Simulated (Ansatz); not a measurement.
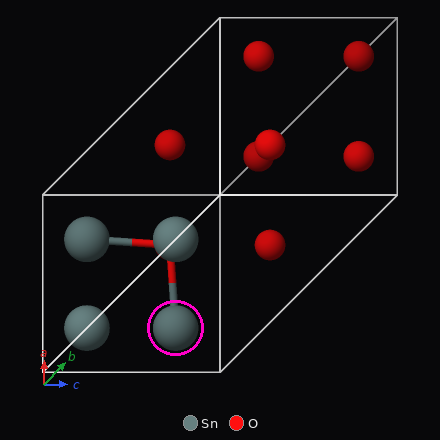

The system is SnO₂ (Fd-3m, No. 227; 12 atoms in the cell); the picture shows the reference structure. One atom moved over a plane, all else fixed (x, y and z along the cube axes). Coordinates scanned: (1) shift of Sn1 along x; (2) shift of Sn1 along z. Nothing is relaxed (all other atoms fixed). The grid has 11 × 11 points; 33 points were computed and 76 follow by symmetry. At 12 points there is no value (left out of the scan, as a rule where atoms come close). Points are written as (first, second). Energies are in eV per cell, from the lowest grid point. The band gap closes in part of the range. Method: DFT PBE, scalar-relativistic, plane waves, PAW in Ansatz. Settings: cutoff 420 eV, k-mesh 6×6×6, gaussian smearing 0.05 eV, no spin polarisation.

Its coordinates:

```
CELL_PARAMETERS angstrom
0.00000 4.52207 4.52207
4.52207 0.00000 4.52207
4.52207 4.52207 0.00000
ATOMIC_POSITIONS crystal
Sn 0.12500 0.12500 0.62500
Sn 0.62500 0.12500 0.12500
Sn 0.12500 0.62500 0.12500
Sn 0.12500 0.12500 0.12500
O 0.89106 0.89106 0.89106
O 0.89106 0.32683 0.89106
O 0.89106 0.89106 0.32683
O 0.32683 0.89106 0.89106
O 0.92317 0.35894 0.35894
O 0.35894 0.35894 0.92317
O 0.35894 0.92317 0.35894
O 0.35894 0.35894 0.35894
```

Range: shift of Sn1 along x from −0.890 to 0.890 Å; shift of Sn1 along z from −0.890 to 0.890 Å.

> What landscape does the calculation give?

The lowest grid point is at (0.000 Å, 0.000 Å). It is the only kind of minimum in the scanned range. The highest grid point, (−0.890 Å, 0.890 Å), lies 28.9 eV above the lowest. Near the minimum the curvatures are about 18 and 24 eV/Å² along the soft and the stiff direction.

```
shift of Sn1 along z ↓, shift of Sn1 along x →  −0.890  −0.712  −0.534  −0.356  −0.178  0.000  0.178  0.356  0.534  0.712  0.890
                                         0.890    28.9    25.3    25.2       –       –      –   21.1   16.8   12.8   10.2    9.8
                                         0.712    25.3    17.9    14.6    13.3    12.5   11.4    9.9    8.3    7.2    7.6   10.2
                                         0.534    25.2    14.6     9.3     6.8     5.6    4.8    4.2    4.0    4.7    7.2   12.8
                                         0.356       –    13.3     6.8     3.7     2.3    1.7    1.6    2.2    4.0    8.3   16.8
                                         0.178       –    12.5     5.6     2.3     0.8    0.4    0.5    1.6    4.2    9.9   21.1
                                         0.000       –    11.4     4.8     1.7     0.4    0.0    0.4    1.7    4.8   11.4      –
                                        −0.178    21.1     9.9     4.2     1.6     0.5    0.4    0.8    2.3    5.6   12.5      –
                                        −0.356    16.8     8.3     4.0     2.2     1.6    1.7    2.3    3.7    6.8   13.3      –
                                        −0.534    12.8     7.2     4.7     4.0     4.2    4.8    5.6    6.8    9.3   14.6   25.2
                                        −0.712    10.2     7.6     7.2     8.3     9.9   11.4   12.5   13.3   14.6   17.9   25.3
                                        −0.890     9.8    10.2    12.8    16.8    21.1      –      –      –   25.2   25.3   28.9
```

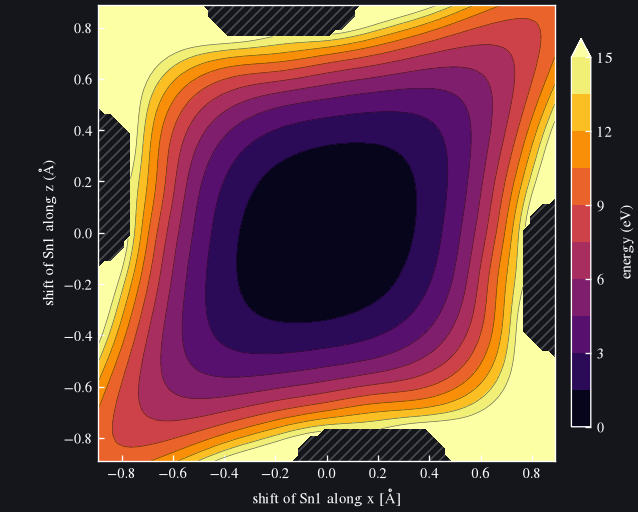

Drawn: filled contours, one colour for all values above the top of the scale, hatched blanks where no value was computed. Between grid points the surface is interpolated.

Each point was launched as `ansatz run input.yaml --threads 4 --pin off --max-ram 8192MiB --backend cpu --events-out ev --progress --plain --runs-dir out`. Time for the 33 points that were run: 31 min on 4 threads of Arm Neoverse N1 (shared host).

PAW datasets: the set soft_1.
